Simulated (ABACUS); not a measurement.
Band-structure run, with input and output: Pb (part 2 of 2)

Continued. System: Pb (Fm-3m, 1 atom in the cell). Method: Kohn-Sham DFT of a periodic cell, M06-L, SG15 ONCV 1.2 PBE, no spin polarisation (ABACUS 3.10.1); cutoff 993.22 eV, 6×6×6 k-mesh, fermi-dirac of 0.05 eV. The structure derives from an entry of the Crystallography Open Database.

Geometry of the input (Å; fractional positions):
```
0.0000  2.4750  2.4750
2.4750  0.0000  2.4750
2.4750  2.4750  0.0000
Pb 0.0000  0.0000  0.0000
```

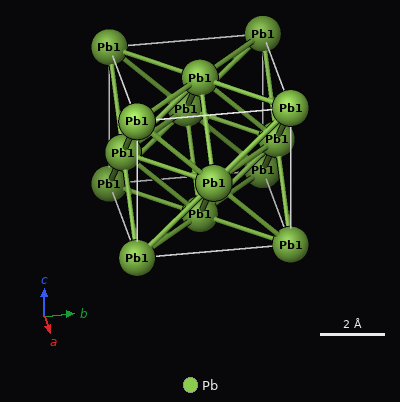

Fig. 1: The structure as given in the input (ball-and-stick view of the cell 4 times as large as that of the calculation, set on its symmetry axes, seen at an oblique angle; atoms are numbered from 1 in the order of the input).

**Output, continued**
```
 Density error is 0.0003165906514
                          Error Threshold = 7.6550439099e-06
----------------------------------------------------------
     Energy           Rydberg                 eV
----------------------------------------------------------
 E_KohnSham     -112.3891835800      -1529.1332902560
 E_Harris       -112.3217252805      -1528.2154730050
 E_Fermi        0.9103669143         12.3861773055
----------------------------------------------------------

 PW ALGORITHM --------------- ION=   1  ELEC=   5--------------------------------

 Density error is 0.00113431303456
                          Error Threshold = 2.26136179571e-06
----------------------------------------------------------
     Energy           Rydberg                 eV
----------------------------------------------------------
 E_KohnSham     -112.3917846829      -1529.1686800770
 E_Harris       -112.5487119256      -1531.3037847494
 E_Fermi        0.9175392669         12.4837621680
----------------------------------------------------------

 PW ALGORITHM --------------- ION=   1  ELEC=   6--------------------------------

 Density error is 6.72922758081e-05
                          Error Threshold = 2.26136179571e-06
----------------------------------------------------------
     Energy           Rydberg                 eV
----------------------------------------------------------
 E_KohnSham     -112.3941943289      -1529.2014649922
 E_Harris       -112.3847644978      -1529.0731655583
 E_Fermi        0.9110260536         12.3951453557
----------------------------------------------------------

 PW ALGORITHM --------------- ION=   1  ELEC=   7--------------------------------

 Density error is 7.11968816845e-05
                          Error Threshold = 4.80659112915e-07
----------------------------------------------------------
     Energy           Rydberg                 eV
----------------------------------------------------------
 E_KohnSham     -112.3944006484      -1529.2042721125
 E_Harris       -112.3670789451      -1528.8325412689
 E_Fermi        0.9107190513         12.3909683742
----------------------------------------------------------

 PW ALGORITHM --------------- ION=   1  ELEC=   8--------------------------------

 Density error is 4.37267225464e-06
                          Error Threshold = 4.80659112915e-07
----------------------------------------------------------
     Energy           Rydberg                 eV
----------------------------------------------------------
 E_KohnSham     -112.3945139880      -1529.2058141773
 E_Harris       -112.3880105611      -1529.1173305157
 E_Fermi        0.9113555051         12.3996277733
----------------------------------------------------------

 PW ALGORITHM --------------- ION=   1  ELEC=   9--------------------------------

 Density error is 6.57243095619e-07
                          Error Threshold = 3.12333732474e-08
----------------------------------------------------------
     Energy           Rydberg                 eV
----------------------------------------------------------
 E_KohnSham     -112.3945315948      -1529.2060537301
 E_Harris       -112.3971036705      -1529.2410486158
 E_Fermi        0.9116940210         12.4042335177
----------------------------------------------------------

 PW ALGORITHM --------------- ION=   1  ELEC=  10--------------------------------

 Density error is 3.07419163805e-08
                          Error Threshold = 4.69459354013e-09
----------------------------------------------------------
     Energy           Rydberg                 eV
----------------------------------------------------------
 E_KohnSham     -112.3945334630      -1529.2060791480
 E_Harris       -112.3955677424      -1529.2201512420
 E_Fermi        0.9115316617         12.4020245067
----------------------------------------------------------

 PW ALGORITHM --------------- ION=   1  ELEC=  11--------------------------------

 Density error is 1.77773391884e-09
                          Error Threshold = 2.19585117004e-10
----------------------------------------------------------
     Energy           Rydberg                 eV
----------------------------------------------------------
 E_KohnSham     -112.3945336008      -1529.2060810238
 E_KS(sigma->0) -112.3938705767      -1529.1970601175
 E_Harris       -112.3946709290      -1529.2079494698
 E_band         -1.3577368509        -18.4729575564
 E_one_elec     -22.4764679830       -305.8080354831
 E_Hartree      19.7169606320        268.2630118372
 E_xc           -13.5665801663       -184.5827926355
 E_Ewald        -96.0671200353       -1307.0602229297
 E_entropy(-TS) -0.0013260483        -0.0180418126
 E_descf        0.0000000000         0.0000000000
 E_exx          0.0000000000         0.0000000000
 E_Fermi        0.9115233812         12.4019118452
----------------------------------------------------------

 charge density convergence is achieved
 final etot is -1529.206081 eV
 EFERMI = 12.401911845 eV

 STATE ENERGY(eV) AND OCCUPATIONS    NSPIN == 1
 1/4 kpoint (Cartesian) = 0.0000 0.0000 0.0000 (2109 pws)
       1       -4.75782     0.00925926
       2       -4.75782     0.00925926
       3       -4.75782     0.00925926
       4       -4.60225     0.00925926
       5       -4.60225     0.00925926
       6       0.255105     0.00925926
       7        19.6233    1.74863e-65
       8        19.6233    1.74863e-65
       9        19.6233    1.74863e-65
      10        22.0868    6.98946e-87
      11        22.3860    1.76143e-89
      12        25.5714        0.00000
      13        25.5714        0.00000
      14        25.5714        0.00000
      15        26.9857        0.00000
      16        26.9857        0.00000
      17        26.9857        0.00000

 2/4 kpoint (Cartesian) = 0.033670 0.033670 0.033670 (2133 pws)
       1       -4.76057      0.0740741
       2       -4.72657      0.0740741
       3       -4.72657      0.0740741
       4       -4.59758      0.0740741
       5       -4.59758      0.0740741
       6       0.785419      0.0740741
       7        15.4554    2.22578e-28
       8        19.1392    2.24152e-60
       9        19.1392    2.24152e-60
      10        21.4272    3.00153e-80
      11        24.2654        0.00000
      12        25.2633        0.00000
      13        25.7630        0.00000
      14        25.7630        0.00000
      15        26.6064        0.00000
      16        26.6064        0.00000
      17        29.7282        0.00000

 3/4 kpoint (Cartesian) = 0.067340 0.067340 0.067340 (2151 pws)
       1       -4.77726      0.0740741
       2       -4.72694      0.0740741
       3       -4.72694      0.0740741
       4       -4.52271      0.0740741
       5       -4.52271      0.0740741
       6        2.31550      0.0740741
       7        10.6647      0.0740741
       8        18.3198    2.93233e-53
       9        18.3198    2.93233e-53
      10        21.0238    9.57468e-77
      11        22.6450        0.00000
      12        24.3855        0.00000
      13        24.3855        0.00000
      14        28.2524        0.00000
      15        28.9470        0.00000
      16        28.9470        0.00000
      17        36.1503        0.00000

 4/4 kpoint (Cartesian) = 0.10101 0.10101 0.10101 (2138 pws)
       1       -4.79016      0.0370370
       2       -4.74249      0.0370370
       3       -4.74249      0.0370370
       4       -4.46851      0.0370370
       5       -4.46851      0.0370370
       6        3.77118      0.0370370
       7        8.07442      0.0370370
       8        17.9505    2.36770e-50
       9        17.9505    2.36770e-50
      10        21.0380    3.60116e-77
      11        21.8363    4.19284e-84
      12        23.9050        0.00000
      13        23.9050        0.00000
      14        30.6952        0.00000
      15        30.6952        0.00000
      16        31.4450        0.00000
      17        35.3142        0.00000

------------------------------------------------------------------------------------------
 TOTAL-FORCE (eV/Angstrom)
------------------------------------------------------------------------------------------
                       Pb1         0.0000000000         0.0000000000         0.0000000000
------------------------------------------------------------------------------------------

----------------------------------------------------------------
 TOTAL-STRESS (KBAR)
----------------------------------------------------------------
        27.6944559930         0.0000000000         0.0000000000
         0.0000000000        27.6944559930         0.0000000000
        -0.0000000000        -0.0000000000        27.6944559930
----------------------------------------------------------------
 TOTAL-PRESSURE: 27.694456 KBAR

 --------------------------------------------
 !FINAL_ETOT_IS -1529.2060810237769601 eV
 --------------------------------------------
```

**Standard output**
```
ABACUS v3.10.1

               Atomic-orbital Based Ab-initio Computation at UStc

 dft_functional readin is: MGGA_X_M06_L+MGGA_C_M06_L
 dft_functional in pseudopot file is: PBE
 Please make sure this is what you need

%%%%%%%%%%%%%%%%%%%%%%%%%%%%%%%%%%%%%%%%%%%%%%%%%%%%%%%%%%%%%%%%%%%%%%%%%%%%%%%%%%%%%%%%%%%%%%%%%%%%%%%%%
 Warning: the number of valence electrons in pseudopotential > 4 for Pb: [Xe] 4f14 5d10 6s2 6p2
 Pseudopotentials with additional electrons can yield (more) accurate outcomes, but may be less efficient.
 If you're confident that your chosen pseudopotential is appropriate, you can safely ignore this warning.
%%%%%%%%%%%%%%%%%%%%%%%%%%%%%%%%%%%%%%%%%%%%%%%%%%%%%%%%%%%%%%%%%%%%%%%%%%%%%%%%%%%%%%%%%%%%%%%%%%%%%%%%%

 UNIFORM GRID DIM        : 36 * 36 * 36
 UNIFORM GRID DIM(BIG)   : 36 * 36 * 36
func,idMGGA_X_M06_L 203
func,idMGGA_C_M06_L 233
 ---------------------------------------------------------
 Self-consistent calculations for electrons
 ---------------------------------------------------------
 SPIN    KPOINTS         PROCESSORS  THREADS
 1       16              4           4
 ---------------------------------------------------------
 Use plane wave basis
 ---------------------------------------------------------
 ELEMENT NATOM       XC
 Pb      1
 ---------------------------------------------------------
 Initial plane wave basis and FFT box
 ---------------------------------------------------------
 -------------------------------------------
 SELF-CONSISTENT :
 -------------------------------------------
 START CHARGE      : atomic
 ITER       ETOT/eV          EDIFF/eV         DRHO         DKIN     TIME/s
 DA1     -1.52818915e+03   0.00000000e+00   3.1125e-02   4.5789e-01   2.51
 DA2     -1.52903882e+03  -8.49670607e-01   7.9685e-03   3.2443e-01   0.99
 DA3     -1.52914830e+03  -1.09471403e-01   1.0717e-03   1.6732e-01   0.87
 DA4     -1.52913329e+03   1.50054530e-02   3.1659e-04   2.4686e-01   1.03
 DA5     -1.52916868e+03  -3.53898209e-02   1.1343e-03   3.5592e-02   1.20
 DA6     -1.52920146e+03  -3.27849153e-02   6.7292e-05   4.4256e-02   1.14
 DA7     -1.52920427e+03  -2.80712024e-03   7.1197e-05   9.2833e-03   1.04
 DA8     -1.52920581e+03  -1.54206482e-03   4.3727e-06   5.9167e-03   1.04
 DA9     -1.52920605e+03  -2.39552784e-04   6.5724e-07   3.9711e-04   1.08
 DA10    -1.52920608e+03  -2.54179815e-05   3.0742e-08   9.0585e-05   1.06
 DA11    -1.52920608e+03  -1.87572811e-06   1.7777e-09   1.1942e-04   1.07
----------------------------------------------------------------
 TOTAL-STRESS (KBAR)
----------------------------------------------------------------
        27.6944559930         0.0000000000         0.0000000000
         0.0000000000        27.6944559930         0.0000000000
        -0.0000000000        -0.0000000000        27.6944559930
----------------------------------------------------------------
 TOTAL-PRESSURE: 27.694456 KBAR
```

**Summary**

```csv
quantity,value
outcome,converged
space group (tolerance 0.01 Å),Fm-3m (225)
electrons treated,14
free energy,−1529.2061 eV
Fermi energy of the self-consistent step,12.402 eV
gap on the k-point mesh,none (metallic)
pressure,2.77 GPa
largest force (length of the vector),under 0.001 eV/Å
hardware,"4 threads of Intel Xeon (Sapphire Rapids), 16 GiB of memory available, shared host"
wall time,14 s (CPU time 55 s)
peak memory,0.32 GiB
```

**Notes**

Spin–orbit coupling is left out, which matters for Pb.
